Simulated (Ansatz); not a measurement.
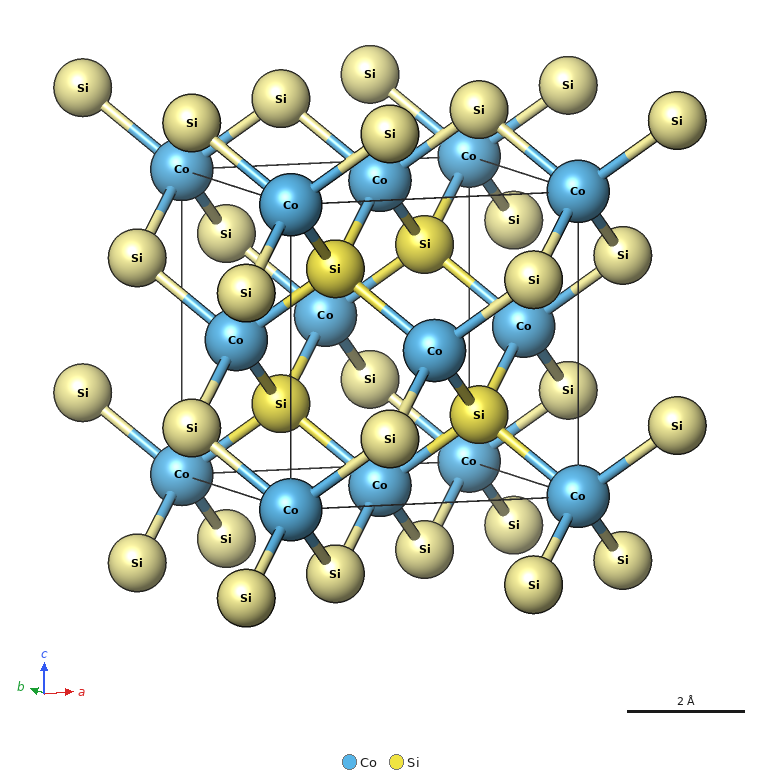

*The input geometry (ball-and-stick view of the cell 4 times as large as that of the calculation, set on its symmetry axes, seen slightly off an axis; neighbours outside the cell are drawn fainter).*

Near neighbours in the crystal (not all of them lie inside the picture): Co has 4 Si at 2.29 Å; Si has 4 Co at 2.29 Å.

Geometry relaxation, with input and output: CoSi (part 1 of 2)

CoSi (2 atoms in the cell), computed with DFT, PBE, paw_fr, spin-orbit coupling (Ansatz 0.2.0).

The structure was built on a prototype by a generator; it need not be a known phase. The run did not end well.

## The input
```yaml
crystal:
  lattice:
    - [0.0, 2.6470261364, 2.6470261364]
    - [2.6470261364, 0.0, 2.6470261364]
    - [2.6470261364, 2.6470261364, 0.0]
  atoms:
    - { symbol: Co, position: [0.0, 0.0, 0.0], spin: 1.7, spin_axis: [0, 0, 1] }
    - { symbol: Si, position: [0.25, 0.25, 0.25] }
magnetization:
  noncollinear: true
  spin_orbit: true
kpoints:
  mp_grid: { grid: [14, 14, 14] }
scf:
  occupations: { method: fermi_dirac, width: 0.08 }
hamiltonian:
  xc: pbe
  pseudopotentials: { kind: paw_fr }
output:
  forces: true
  stress: true
relax:
  f_tol: 0.005
  max_steps: 40
  cell: {}
```

Run on 1 thread of Arm Neoverse V2, 24 GiB of memory available, shared host.

Run as:
```bash
ansatz run input.yaml --threads 1 --pin off --max-ram 3072MiB --backend cpu --events-out ev --progress --plain --runs-dir out
```

## Log
```
Engine: ansatz 0.2.0, aarch64-unknown-linux-gnu
Pseudopotentials: kind: paw_fr
Pseudopotential: Co, paw_fr, valence charge 17, recommended cutoff 420 eV (normal), Co.paw.azcp#standard-fr
Pseudopotential: Si, paw_fr, valence charge 4, recommended cutoff 420 eV (normal), Si.paw.azcp#standard-fr
Functional definition: PBE
  parameter kappa = 0.804
  parameter beta = 0.06672455060314922
  exchange = pbe_x(kappa = kappa, mu = beta*pi^2/3)
  correlation = pbe_c(beta = beta)
Crystal: 2 atoms, lattice volume = 37.094 Å³
Basis set: ecut = 420 eV, 725 PW (Γ), exchange–correlation on 54×54×54 points (8 copies of the dense FFT grid, shifted against one another)
Bands: 30, of which v1, the nominal top of the filled ones, is band 21 counted from 1 (20 counted from 0)
Symmetry: 4 space group operations + 4 with time reversal
Magnetic group: BNS 119.319 (UNI 979), of the structure as read, at distance tolerance 3.3e-5 Å
k-points: 403 of 2744 (time reversal used)
Projection manifold: j_resolved (fully-relativistic pseudo-atomic orbitals)
Non-local potential: Co, projectors of the file, l = 0: 3, l = 1: 4, l = 2: 6, l = 3: 2
Non-local potential: Si, projectors of the file, l = 0: 2, l = 1: 4, l = 2: 4
PAW form: soft (Blöchl's): semilocal exchange-correlation on the pseudo side does not see the compensation charge
PAW one-centre angular grid: Co, 590 points (default); XC on 64 Gauss nodes
PAW one-centre angular grid: Si, 110 points (default); XC on 64 Gauss nodes
Initial density: superposition of atomic densities (chi_scale 0.1, normalization cell)
Starting moments: Σ|m| = 1.7 μB on 1 of 2 sites
Initial wavefunctions: pseudopotential atomic-orbital guess
Functional: x = pbe(κ = 0.804, μ = 0.2195149727645171), c = pbe(β = 0.06672455060314922)
SCF iter   1: F=—  HF=-5761.976564 eV  |F-HF|=—  |Δ(HF+E_count)|=         —  Δρ=1.68e-1  dr2=9.64e0  dr2_m=2.01e0  ethr=3.10e-3  |M|=3.94e-1 ∫|m|=6.83e-1 μB  |m|>n=0.0e0 m-floor=0.0e0 τ_xc=0.0e0 mc-row=0.0e0  β_m=0.30  ⟨swp⟩=7.6  Hψ=71350  notcnv=0  defer=122
preconditioner: auto → Kerker (q_TF=auto, 2.481 Å⁻¹)  [metal: Δε(μ)=0.002 eV  Ē_g=7.599 eV  σ=0.080 eV  W_gap=0.01  n_scr=14 (ndim 8)  ℏωp=22.0 eV  f_vac=0.000  D(μ)=1.26/eV (n_scr^D=14)]
spin=Noncollinear: Kerker preconditioning applied to the charge; magnetization (m_x, m_y, m_z) channels mix plain (no charge-response kernel on spin).
SCF iter   2: F=—  HF=-5761.662758 eV  |F-HF|=—  |Δ(HF+E_count)|=   3.14e-1  Δρ=1.41e-1  dr2=3.83e0  dr2_m=3.33e-1  ethr=3.10e-3  |M|=7.20e-1 ∫|m|=1.02e0 μB  |m|>n=0.0e0 m-floor=0.0e0 τ_xc=5.5e-5 mc-row=0.0e0  β_m=0.30  ⟨swp⟩=3.0  Hψ=28963  notcnv=0  defer=864
SCF iter   3: F=—  HF=-5761.319287 eV  |F-HF|=—  |Δ(HF+E_count)|=   3.43e-1  Δρ=7.96e-2  dr2=5.34e-1  dr2_m=5.39e-1  ethr=3.10e-3  |M|=4.60e-1 ∫|m|=7.83e-1 μB  |m|>n=0.0e0 m-floor=0.0e0 τ_xc=1.4e-4 mc-row=0.0e0  β_m=0.30  ⟨swp⟩=2.7  Hψ=24398  notcnv=0  defer=597
SCF iter   4: F=—  HF=-5761.278963 eV  |F-HF|=—  |Δ(HF+E_count)|=   4.03e-2  Δρ=4.99e-2  dr2=5.41e-1  dr2_m=2.11e-1  ethr=2.54e-3  |M|=5.07e-1 ∫|m|=8.24e-1 μB  |m|>n=0.0e0 m-floor=0.0e0 τ_xc=9.9e-5 mc-row=0.0e0  β_m=0.30  ⟨swp⟩=2.8  Hψ=21431  notcnv=0  defer=663
SCF iter   5: F=—  HF=-5761.260484 eV  |F-HF|=—  |Δ(HF+E_count)|=   1.85e-2  Δρ=5.10e-2  dr2=3.79e-2  dr2_m=2.21e-1  ethr=2.54e-3  |M|=4.07e-1 ∫|m|=7.22e-1 μB  |m|>n=0.0e0 m-floor=0.0e0 τ_xc=1.1e-4 mc-row=0.0e0  β_m=0.30  ⟨swp⟩=1.2  Hψ=14209  notcnv=0  defer=661
SCF iter   6: F=—  HF=-5761.274955 eV  |F-HF|=—  |Δ(HF+E_count)|=   1.45e-2  Δρ=4.58e-2  dr2=3.97e-3  dr2_m=1.78e-1  ethr=1.80e-4  |M|=3.51e-1 ∫|m|=6.57e-1 μB  |m|>n=0.0e0 m-floor=0.0e0 τ_xc=9.8e-5 mc-row=0.0e0  β_m=0.30  ⟨swp⟩=3.0  Hψ=23408  notcnv=0  defer=681
SCF iter   7: F=—  HF=-5761.288213 eV  |F-HF|=—  |Δ(HF+E_count)|=   1.33e-2  Δρ=4.18e-2  dr2=1.45e-2  dr2_m=1.48e-1  ethr=1.89e-5  |M|=3.01e-1 ∫|m|=5.92e-1 μB  |m|>n=0.0e0 m-floor=0.0e0 τ_xc=8.2e-5 mc-row=0.0e0  β_m=0.30  ⟨swp⟩=2.0  Hψ=15940  notcnv=0  defer=681
SCF iter   8: F=—  HF=-5761.298291 eV  |F-HF|=—  |Δ(HF+E_count)|=   1.01e-2  Δρ=3.65e-2  dr2=3.86e-3  dr2_m=1.13e-1  ethr=1.89e-5  |M|=2.67e-1 ∫|m|=5.42e-1 μB  |m|>n=0.0e0 m-floor=0.0e0 τ_xc=6.5e-5 mc-row=0.0e0  β_m=0.30  ⟨swp⟩=2.0  Hψ=14811  notcnv=0  defer=681
SCF iter   9: F=—  HF=-5761.304860 eV  |F-HF|=—  |Δ(HF+E_count)|=   6.57e-3  Δρ=3.17e-2  dr2=4.43e-3  dr2_m=8.54e-2  ethr=1.84e-5  |M|=2.41e-1 ∫|m|=4.98e-1 μB  |m|>n=0.0e0 m-floor=0.0e0 τ_xc=5.3e-5 mc-row=0.0e0  β_m=0.30  ⟨swp⟩=2.0  Hψ=24094  notcnv=0  defer=687
Mixer restart at iter 9: flushing history
spin-set hold released at iteration 9 (site moments contracting): the magnetisation degrees of freedom join the quasi-Newton model from the next iteration; the mixer history was flushed
SCF iter  10: F=—  HF=-5761.310671 eV  |F-HF|=—  |Δ(HF+E_count)|=   5.81e-3  Δρ=2.85e-2  dr2=4.88e-4  dr2_m=6.93e-2  ethr=1.84e-5  |M|=2.12e-1 ∫|m|=4.52e-1 μB  |m|>n=0.0e0 m-floor=0.0e0 τ_xc=4.4e-5 mc-row=0.0e0  β_m=0.65  ⟨swp⟩=2.0  Hψ=17216  notcnv=0  defer=692
SCF iter  11: F=—  HF=-5761.347160 eV  |F-HF|=—  |Δ(HF+E_count)|=   3.65e-2  Δρ=3.27e-2  dr2=2.74e-1  dr2_m=2.39e-2  ethr=2.32e-6  |M|=1.40e-1 ∫|m|=3.17e-1 μB  |m|>n=0.0e0 m-floor=0.0e0 τ_xc=2.0e-5 mc-row=0.0e0  β_m=0.16  ⟨swp⟩=3.4  Hψ=28788  notcnv=0  defer=693  recentre
SCF iter  12: F=—  HF=-5761.320445 eV  |F-HF|=—  |Δ(HF+E_count)|=   2.67e-2  Δρ=2.16e-2  dr2=4.51e-4  dr2_m=3.95e-2  ethr=2.32e-6  |M|=1.59e-1 ∫|m|=3.54e-1 μB  |m|>n=0.0e0 m-floor=0.0e0 τ_xc=2.5e-5 mc-row=0.0e0  β_m=0.42  ⟨swp⟩=3.0  Hψ=30617  notcnv=0  defer=686
SCF iter  13: F=—  HF=-5761.333437 eV  |F-HF|=—  |Δ(HF+E_count)|=   1.30e-2  Δρ=4.75e-3  dr2=1.04e-3  dr2_m=1.92e-3  ethr=2.15e-6  |M|=3.71e-2 ∫|m|=1.05e-1 μB  |m|>n=0.0e0 m-floor=0.0e0 τ_xc=5.1e-6 mc-row=0.0e0  β_m=0.63  ⟨swp⟩=3.0  Hψ=27161  notcnv=0  defer=686
SCF iter  14: F=—  HF=-5761.334516 eV  |F-HF|=—  |Δ(HF+E_count)|=   1.08e-3  Δρ=8.29e-4  dr2=1.74e-4  dr2_m=5.84e-5  ethr=2.15e-6  |M|=7.24e-3 ∫|m|=2.68e-2 μB  |m|>n=0.0e0 m-floor=0.0e0 τ_xc=1.3e-6 mc-row=0.0e0  β_m=0.81  ⟨swp⟩=2.1  Hψ=20109  notcnv=0  defer=713
SCF iter  15: F=—  HF=-5761.334613 eV  |F-HF|=—  |Δ(HF+E_count)|=   9.70e-5  Δρ=4.61e-4  dr2=5.44e-5  dr2_m=3.11e-6  ethr=8.28e-7  |M|=1.79e-3 ∫|m|=5.37e-3 μB  |m|>n=0.0e0 m-floor=0.0e0 τ_xc=1.4e-7 mc-row=0.0e0  β_m=0.91  ⟨swp⟩=2.0  Hψ=16356  notcnv=0  defer=715
SCF iter  16: F=—  HF=-5761.334618 eV  |F-HF|=—  |Δ(HF+E_count)|=   5.09e-6  Δρ=3.92e-4  dr2=4.09e-5  dr2_m=1.71e-7  ethr=2.59e-7  |M|=4.21e-4 ∫|m|=1.50e-3 μB  |m|>n=0.0e0 m-floor=0.0e0 τ_xc=2.1e-8 mc-row=0.0e0  β_m=0.88  ⟨swp⟩=1.0  Hψ=11464  notcnv=0  defer=716
SCF iter  17: F=—  HF=-5761.334615 eV  |F-HF|=—  |Δ(HF+E_count)|=   2.97e-6  Δρ=1.44e-5  dr2=2.04e-8  dr2_m=1.81e-8  ethr=1.95e-7  |M|=3.80e-5 ∫|m|=1.21e-4 μB  |m|>n=0.0e0 m-floor=0.0e0 τ_xc=1.8e-9 mc-row=0.0e0  β_m=0.94  ⟨swp⟩=1.1  Hψ=11496  notcnv=0  defer=716
SCF iter  18: F=—  HF=-5761.334615 eV  |F-HF|=—  |Δ(HF+E_count)|=   6.05e-8  Δρ=4.48e-6  dr2=5.02e-9  dr2_m=5.78e-10  ethr=9.71e-11  |M|=2.59e-6 ∫|m|=3.57e-5 μB  |m|>n=0.0e0 m-floor=0.0e0 τ_xc=2.3e-10 mc-row=0.0e0  β_m=0.97  ⟨swp⟩=4.0  Hψ=36174  notcnv=0
SCF iter  19: F=—  HF=-5761.334615 eV  |F-HF|=—  |Δ(HF+E_count)|=   1.17e-9  Δρ=1.38e-6  dr2=3.71e-10  dr2_m=1.69e-10  ethr=2.39e-11  |M|=8.65e-6 ∫|m|=2.96e-5 μB  |m|>n=0.0e0 m-floor=0.0e0 τ_xc=3.7e-11 mc-row=0.0e0  β_m=0.99  ⟨swp⟩=3.0  Hψ=27345  notcnv=0
SCF iter  20: F=-5761.334615 eV  HF=-5761.334615 eV  |F-HF|=6.37e-12  |Δ(HF+E_count)|=  1.10e-10  Δρ=3.76e-7  dr2=9.41e-12  dr2_m=1.28e-11  ethr=1.77e-12  |M|=2.57e-6 ∫|m|=8.80e-6 μB  |m|>n=0.0e0 m-floor=0.0e0 τ_xc=8.5e-13 mc-row=0.0e0  ⟨swp⟩=2.0  Hψ=22202  notcnv=0
WARN: the starting moments were not kept: the SCF closed with an absolute magnetisation of 8.7e-6 μB, where they sum to 1.7 μB in size (1 site). That is at most 0.1 of that sum. Measured as dr2_m measures the in/out step, that magnetisation stands 8.1e-11 eV from none, at or under the dr2_threshold of 1.0e-7 eV: it is no larger than a step whose dr2_m would equal this threshold. The system may hold no moment; this SCF shows only that its start led to no more than that. To try another start: raise the starting moments (crystal.atoms[].spin, magnetization.per_species, magnetization.initial_magnetization, or on a non-collinear deck that types none of these the spinor_matrix: blocks that start its atoms; where the total moment is fixed, keep their sum and leave initial_magnetization as it is; typed ones take the place of any that the run laid by itself, positive ones on a crystal's lanthanoids without a Hubbard term where scf.initial_density.shell_occupations: [] is typed) or, if the notice of its spin-set hold's release reads "site moments contracting" or "site moments show no strong build", lengthen the hold (scf.mixing.spin_hold: { on: { confirm: 4 } }; for m-r²SCAN on two components see the key's manual first). Each may lead to a state that holds a moment. A second SCF, from the converged charge density, with the starting moments and any scf.initial_density.shell_occupations laid on it anew, would have followed, and was not run: the deck does not ask for one (magnetization.retry_lost_moments is false, the default). To let it run, set magnetization.retry_lost_moments: true and run the deck again, where that key's refused combinations let it; where memory then withholds it, that run's warning says so.
SCF 1 converged in 20 iterations: F = -5761.334615 eV  dr2 = 9.41e-12
  greatest PAW one-centre occupation: 1.000 electrons in one spin orbital (limit 2), on the Co atom at site 0 (counted from 0), in its partial waves of l = 1
relax step   1: F+E_penalty+E_count = -5761.33461496 eV  Δ(F+E_penalty+E_count) = +0.000e0 eV  max|allowed force component| = 6.939e-18 eV/Å  Δτ_max = 0.0000 Å  P = -9.943 GPa  Ω = 37.094 Å³  (20 SCF iters, dr2 threshold 1.00e-7 eV, accepted)
Crystal: 2 atoms, lattice volume = 34.733 Å³
Basis set: ecut = 420 eV, 645 PW (Γ), exchange–correlation on 54×54×54 points (8 copies of the dense FFT grid, shifted against one another)
Projection manifold: j_resolved (fully-relativistic pseudo-atomic orbitals)
Initial density: handed on by an earlier stage of this run
Starting moments: Σ|m| = 1.7 μB on 1 of 2 sites; this step starts from the density that it was given
Initial wavefunctions: those handed on with the density
iter 1 solved again at ethr=3.04e-5 eV; its pass at ethr=3.10e-3 eV (dr2=6.39e-3 eV) is discarded
```
